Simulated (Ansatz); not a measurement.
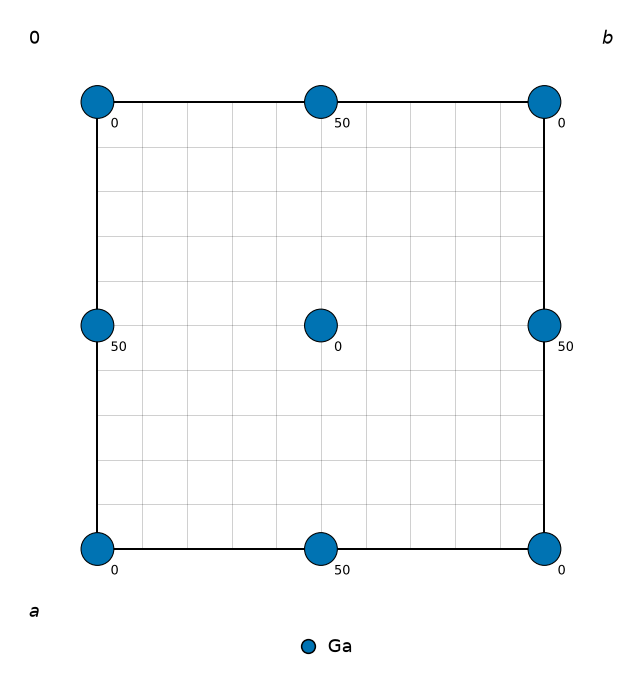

Plan of a unit cell projected along c (a down the page, b across); the numbers are heights in hundredths of c, and atoms on the cell's edges are repeated. The grid marks tenths of a and b. Source: the input geometry of an electronic-structure calculation (not necessarily at equilibrium); the starting structure was generated, so it need not be a known form of this composition. Geometry calculated from the standardised cell; symmetry tolerance 0.002 Å.

a = 4.096 Å, b = 4.096 Å, c = 4.096 Å, α = 90.00°, β = 90.00°, γ = 90.00°.

What does the cell contain?

4 Ga: Ga, Z = 4.

Which space group?

Fm-3m, No. 225, face-centred cubic.

Give the independent sites, coordinates to two places.

```csv
atom,site,symmetry,x,y,z
Ga,4a,m-3m,0.00,0.00,0.00
```
